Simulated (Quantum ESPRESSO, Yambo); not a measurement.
# A GW chain in Yambo: MgI2 (1T monolayer), part 3 of 3

Aim: the G0W0 gap of MgI2 (1T monolayer) on PBE, step by step.

Quantum ESPRESSO 7.5 and Yambo 5.3.0; PBE and many-body steps on it, plane waves. Known limits of the many-body steps: not at the basis limit; no spin-orbit coupling.

So far. Step 3 (Bands along the symmetry lines): The gap is 3.665 eV, −0.050 eV from the run before at this level. Step 4 (Empty states on the mesh, 6×6×1 mesh, 356 bands): On this mesh the gap is 3.665 eV.

### 6. Screening and self-energy, 6×6×1 mesh, 356 bands, screening to 136.1 eV

G0W0 replaces the xc potential by the self-energy, built once from these orbitals. Only a window of levels is corrected, while the sums run over the empty bands that the input names.

This step: G0W0 on PBE, plane waves, norm-conserving pseudopotentials.

gw3.in

```
HF_and_locXC
gw0
dyson
ppa
em1d
rim_cut
rim_w
RandQpts= 3000000
RandGvec= 100 RL
CUTGeo= "slab z"
RandGvecW= 9 RL
EXXRLvcs= 76 Ry
VXCRLvcs= 304 Ry
Chimod= "HARTREE"
% BndsRnXp
 1 | 356 |
%
NGsBlkXp= 10 Ry
% LongDrXp
 1 | 1 | 0 |
%
% GbndRnge
 1 | 356 |
%
DysSolver= "n"
ExtendOut
PPAPntXp= 27.21138 eV
% QPkrange
 1 | 1 | 29 | 32 |
 4 | 4 | 29 | 32 |
%
```

Command:

```sh
> OMP_NUM_THREADS=1 mpirun -n 4 yambo -F gw3.in -J gw3 -C gw3 > gw3.log
```

Output:

```text
 Yambo, version 5.3.0

 [02] CORE Variables Setup
 =========================

  [... cell, symmetries and grids as in the set-up ...]

  [02.05] Energies & Occupations
  ==============================

  [X] === General ===
  [X] Electronic Temperature                        :  0.000000  0.000000 [eV K]
  [X] Bosonic    Temperature                        :  0.000000  0.000000 [eV K]
  [X] Finite Temperature mode                       : no
  [X] El. density                                   :  0.24459E+24 [cm-3]
  [X] Fermi Level                                   : -1.403411 [eV]

  [X] === Gaps and Widths ===
  [X] Conduction Band Min                           :  3.665263 [eV]
  [X] Valence Band Max                              :  0.000000 [eV]
  [X] Filled Bands                                  :  30
  [X] Empty Bands                                   :    31   356
  [X] Direct Gap                                    :  3.979035 [eV]
  [X] Direct Gap localized at k                     :  1
  [X] Indirect Gap                                  :  3.665263 [eV]
  [X] Indirect Gap between kpts                     :   1   4
  [X] Last valence band width                       :  0.671967 [eV]
  [X] 1st conduction band width                     :  1.070350 [eV]

 [03] Transferred momenta grid and indexing
 ==========================================

 IBZ Q-points                                      :   7
 BZ  Q-points                                      :   36

 K/Q-points units:
 rlu = crystal or reduced units; cc = cartesian coordinates; iku = interal k-units

 Q [1]          [rlu]:  0.000000  0.000000  0.000000
 Q [2]          [rlu]: -0.83092E-17  0.16667       0.0000
 Q [3]          [rlu]: -0.16618E-16  0.33333       0.0000
 Q [4]          [rlu]:  0.24928E-16 -0.50000       0.0000
 Q [5]          [rlu]:  0.166667  0.166667  0.000000
 Q [6]          [rlu]:  0.166667  0.333333  0.000000
 Q [7]          [rlu]:  0.333333  0.333333  0.000000

 [04] Coloumb potential Random Integration (RIM)
 ===============================================

 Performing RIM of v_slab

  [04.01] RIM initialization
  ==========================

  * Diagonal components only detected *

  8 x (sBL volume)        :  0.033298 [a.u.]
  sBZ random points       :  3000000
  Points outside the sBZ  :  24000829
  RL volume               :  0.149843 [a.u.]
  Integrated volume       :  0.149837 [a.u.]

  [04.02] RIM integrals
  =====================

  Gamma point sphere radius             :  0.035709 [a.u.]
  Points outside the sphere             :  2398884
  [Int_sBZ(q=0) 1/q^2]*(Vol_sBZ)^(-1/3) =:  7.474062
                                 should be <:  7.795600

  Summary of Coulomb integrals for non-metallic bands |Q|[au] RIM/Bare

  Q [1] 0.100000E-4 0.958754 * Q [2] 0.152079 0.991553
  Q [5] 0.263409 1.022842 * Q [3] 0.304159 1.022456
  Q [6] 0.402364 1.017392 * Q [4] 0.456238 1.014421
  Q [7] 0.526819 1.011335
  Non-periodic chartesian directions : none
  Optical renormalization            :  30.23562 [au]
  Polarizability dimension           : length

 [05] Coloumb potential CutOffslab
 =================================

 Cut directionsZ
 Slab Cutoff:Z
 Symmetry test passed : yes

 [06] Dipoles
 ============

  [06.01] Setup: observables and procedures
  =========================================

  [WARNING] [x,Vnl] slows the Dipoles computation. To neglect it rename the ns.kb_pp file

 [07] Dynamic Dielectric Matrix (PPA)
 ====================================

 [WR./gw3//ndb.pp]---------------------------------------------------------------
  Brillouin Zone Q/K grids (IBZ/BZ)                :    7   36    7   36
  RL vectors                                       :  21779 [WF]
  Coulomb cutoff potential                         : slab z
  Electronic Temperature                           :  0.000000 [K]
  Bosonic    Temperature                           :  0.000000 [K]
  PPA    diel. fun.  energies                      : Perdew, Burke & Ernzerhof(X)+Perdew, Burke & Ernzerhof(C)
  wavefunctions                                    : Perdew, Burke & Ernzerhof(X)+Perdew, Burke & Ernzerhof(C)
  Global Gauge                                     : length
  X matrix size                                    :   853
  X band range                                     :     1   356
  X e/h energy range                               : -1.000000 -1.000000 [eV]
  X Time ordering                                  : R
  X Hxc Kernel                                     : HARTREE
  X Drude frequency                                :  0.000000  0.000000
  X poles                                          :  100.0000 [o/o]
  RL vectors in the sum                            :  21779
  [r,Vnl] included                                 : yes
  Field direction                                  :  0.707107E-5  0.707107E-5   0.00000
  BZ energy Double Grid                            : no
  BZ energy DbGd points                            : 0
  BZ Q point size factor                           : -1.000000
  X Optical Averaged directions                    : none

 [08] Local Exchange-Correlation + Non-Local Fock
 ================================================

 [VXC] Plane waves :  148115
 [EXS] Plane waves :  18431

 QP @ state[ 1 ] K range:  1  1
 QP @ state[ 1 ] b range:   29   32
 QP @ state[ 2 ] K range:   4   4
 QP @ state[ 2 ] b range:   29   32

 [xc] Functional : Perdew, Burke & Ernzerhof(X)+Perdew, Burke & Ernzerhof(C)
 [xc] LIBXC used to calculate xc functional
  PP Number of Atomic Species                      :  2
  NLCC RL compoments                               :  148115
  PP Number of Atomic Species                      :  2
  NLCC RL compoments                               :  148115

 [xc] E_xc :  -51.63343 [Ha]
      E_xc :  -103.2669 [Ry]

  Local XC kind (lXC) : Perdew, Burke & Ernzerhof(X)+Perdew, Burke & Ernzerhof(C)
  Non-Local XC kind (nlXC) : Hartree-Fock

  Corrections @ K [1] :  [eV]
 <29|nlXC|29> = -16.54691  0.31796E-17 <29|lXC|29> = -13.82048 -0.37763E-15
 <30|nlXC|30> = -16.54686  0.61484E-17 <30|lXC|30> = -13.82048  0.000000
 <31|nlXC|31> = -5.758376  0.18381E-17 <31|lXC|31> = -9.514106  0.000000
 <32|nlXC|32> = -4.905219 -0.37893E-18 <32|lXC|32> = -8.904741  0.000000

  Corrections @ K [4] :  [eV]
 <29|nlXC|29> = -16.01561 -0.13806E-17 <29|lXC|29> = -12.92482  0.000000
 <30|nlXC|30> = -16.30537 -0.38005E-17 <30|lXC|30> = -13.39132 -0.94408E-16
 <31|nlXC|31> = -5.720385 -0.34587E-18 <31|lXC|31> = -9.602717 -0.47204E-16
 <32|nlXC|32> = -4.763413  0.93126E-18 <32|lXC|32> = -8.729523  0.47204E-16

 [09] Dyson equation: Newton solver
 ==================================

  [09.01] RIM-W interpolation
  ===========================

  [WARNING] RIM-W works only for 2D semiconductors with slab cutoff
  Found compatible q grid: 2D
  q_min[ 1 ]:  0.16667      0.80429E-12   0.0000     [rlu]
   0.166667  0.083333  0.000000 [iku]
  q_min[ 2 ]:  0.28304E-11  0.16667       0.0000     [rlu]
   0.11978E-10  0.16667       0.0000     [iku]
  G-vectors :   9
  G-vectors loaded:   61
  Number of interpolated frequencies:  2

  Evaluating coefficients q = 0
  Evaluating coefficients q = 0

  [09.02] RIM-W integrals
  =======================

  8 x (sBL volume)        :  0.033298 [a.u.]
  sBZ random points       :  3000000
  Points outside the sBZ  :  24000829
  RL volume               :  0.149843 [a.u.]
  Integrated volume       :  0.149837 [a.u.]

  [09.03] RIM integrals
  =====================

  Comparison between head Wc = W - v averages: < Wc > [au] RIM-W/RIM

   < -Wc [Q = 1] > 0.172399E-1 0.120173E-4 * < -Wc [Q = 2] > 0.003918 0.003784
   < -Wc [Q = 3] > 0.808066E-3 0.795417E-3 * < -Wc [Q = 4] > 0.290412E-3 0.287362E-3
   < -Wc [Q = 5] > 0.001151 0.001132 * < -Wc [Q = 6] > 0.407579E-3 0.403853E-3
   < -Wc [Q = 7] > 0.206369E-3 0.205523E-3

  Comparison between head Wc = W - v averages: < Wc > [au] RIM-W/RIM

   < -Wc [G = 1,G`=0] > 0.172399E-1 0.120173E-4 * < -Wc [G = 2,G`=0] >-0.001242 0.000000
   < -Wc [G = 3,G`=0] >-0.001242 0.000000 * < -Wc [G = 4,G`=0] >-0.178766E-4  0.00000
   < -Wc [G = 5,G`=0] >-0.178680E-4  0.00000 * < -Wc [G = 6,G`=0] > 0.107290E-3  0.00000
   < -Wc [G = 7,G`=0] > 0.107281E-3  0.00000 * < -Wc [G = 8,G`=0] >-0.163908E-4  0.00000
   < -Wc [G = 9,G`=0] >-0.163902E-4  0.00000

 [10] G0W0 (W PPA)
 =================

 [  GW  ] Bands range     :     1   356
 [GW/PPA] G damping       :  0.100000 [eV]

 QP @ state[ 1 ] K range:  1  1
 QP @ state[ 1 ] b range:   29   32
 QP @ state[ 2 ] K range:   4   4
 QP @ state[ 2 ] b range:   29   32

  Sc/G bands                                       :     1   356
  Sc/G damping                                     :  0.100000 ev
  Sc bands terminator                              : no
  Sx RL components                                 :  18431

  QP @ state[ 1 ] K range                          :  1  1
  QP @ state[ 1 ] b range                          :   29   32
  QP @ state[ 2 ] K range                          :   4   4
  QP @ state[ 2 ] b range                          :   29   32
  GF energies kind                                 : Perdew, Burke & Ernzerhof(X)+Perdew, Burke & Ernzerhof(C)
  GF WF`s kind                                     : Perdew, Burke & Ernzerhof(X)+Perdew, Burke & Ernzerhof(C)
  Xs energies kind                                 : Perdew, Burke & Ernzerhof(X)+Perdew, Burke & Ernzerhof(C)
  Xs WF`s kind                                     : Perdew, Burke & Ernzerhof(X)+Perdew, Burke & Ernzerhof(C)

 [14] Game Over & Game summary
```

The job ended after 35 min (4 MPI ranks of Intel Xeon Platinum 8488C (Sapphire Rapids), shared host; peak memory 5.3 GiB; 2.3 h of CPU time).

This step gave:

```yaml
g0w0_gap_on_the_points_computed: 6.005 eV
starting_gap_on_the_mesh: 3.665 eV
k_of_the_valence_top: 0, 0, 0
k_of_the_conduction_bottom: 0, -0.5, 0
least_direct_g0w0_gap_on_the_computed_points: 6.285 eV
z_at_the_valence_top: 0.8119
z_at_the_conduction_bottom: 0.8310
```

The gap on the mesh goes from 3.67 eV to 6.00 eV, a correction of +2.34 eV. The start differs from the 3.72 eV found before because the two sample other k points.

Limits: finite bands, cutoff and mesh; no spin-orbit coupling. v1 is the top filled band, c1 the lowest empty one. The levels before and after the correction (eV, zero at the valence-band top of each column):

```tsv
	conduction bottom	valence top
Kohn-Sham	3.67	0.00
G0W0	6.00	0.00
```

```tsv
	level	energy (eV)
Kohn-Sham	Γ v2-v1	0.000
Kohn-Sham	Γ c1	3.979
Kohn-Sham	Γ c2	4.917
Kohn-Sham	(0 -0.5 0) v2	-0.618
Kohn-Sham	(0 -0.5 0) v1	-0.403
Kohn-Sham	(0 -0.5 0) c1	3.665
Kohn-Sham	(0 -0.5 0) c2	5.522
G0W0	Γ v2-v1	0.000
G0W0	Γ c1	6.285
G0W0	Γ c2	7.212
G0W0	(0 -0.5 0) v2	-0.783
G0W0	(0 -0.5 0) v1	-0.474
G0W0	(0 -0.5 0) c1	6.005
G0W0	(0 -0.5 0) c2	7.840
```

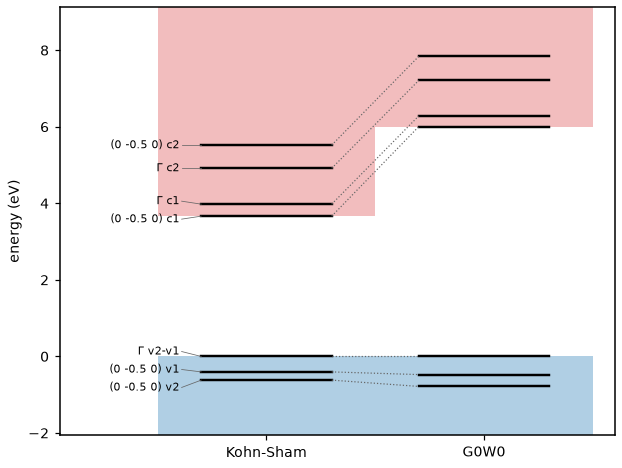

Levels before and after the correction. Shaded: valence and conduction bands.

### 7. Where the time went

Times are wall times on the hardware named with each run, good to a factor of about two.

```tsv
step	time	share	memory (GiB)
ground state	30 s	1 %	0.85
bands along the symmetry lines	17 s	1 %	0.67
empty states on the mesh	2.4 min	6 %	2.5
conversion and set-up	3.8 s	0 %	0.26
screening and self-energy	35 min	91 %	5.3
```

### 8. Outcome

| Property | Result |
| --- | --- |
| PBE gap | 3.67 eV, indirect |
| G0W0 gap on the mesh | 6.00 eV |
| GW settings | 6×6×1 mesh, 356 bands, screening to 136.1 eV, Godby-Needs plasmon pole |
| known limits | not at the basis limit; no spin-orbit coupling |

G0W0 moves the gap on the mesh from 3.67 eV to 6.00 eV (+2.34 eV), with Z of 0.81 and 0.83 at the edges. Only 2 of the mesh's irreducible points were corrected, so a valley elsewhere could overtake. The dearest step here is «screening and self-energy». Bands and cutoff are finite, so the gap is not at the basis limit. The miss can reach some tenths of an eV and take either sign; the mesh is an error of its own. In the G0W0 run levels were corrected at 2 k points alone, so a gap called «on the mesh» is the least over those, and an edge elsewhere would be missed. The many-body steps are scalar-relativistic: spin-orbit coupling is not in them.

[Paths, hosts, dates, memory and timing lines, banners, echoed tables and standing remarks are left out of the program output.]

[Logs are printed without paths, hosts, clocks, repeated set-up lines and the standing remarks that a program may print on its own settings, such as how far it seeks lower states.]

[Runs of the session that timed out or met a known fault of the program may be left out.]

[Hosts, paths, dates, database ids (printed as entryN), source tags and the programs' standing remarks are cut or masked in the printed files.]
